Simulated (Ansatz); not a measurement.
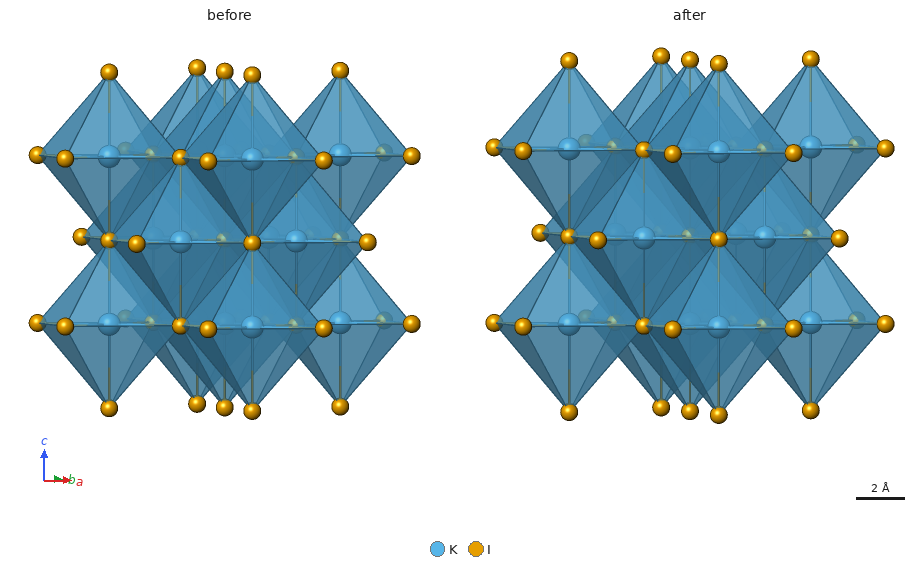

Left: a symmetric starting cell of KI. Right: the same structure after one change, at the same scale. A polyhedral model of the conventional cell (4 times the calculation's cell), seen from a free direction. Lengths and directions refer to the drawn axes.

Computed with DFT PBE, scalar-relativistic, plane waves, PAW (Ansatz). Set-up: plane-wave cutoff 420 eV; k-point mesh 6 × 6 × 6; occupations gaussian; smearing width 0.02 eV; no spin polarisation.

> Which change leads from the left to the right?

All lengths are scaled by +4.6 % (volume +14.3 %), the atoms keeping their fractional coordinates. No relaxation follows. The starting cell wasn't computed here and needn't be at equilibrium, so pressure and forces aren't due to the change alone.

> And its effect?

Some distances before and after: I–K 3.525 → 3.686 Å. The space group stays Fm-3m (No. 225). The pressure is −0.7 GPa (not all of it need come from the change, since the unchanged cell can be under pressure at this level too). All forces vanish by symmetry.
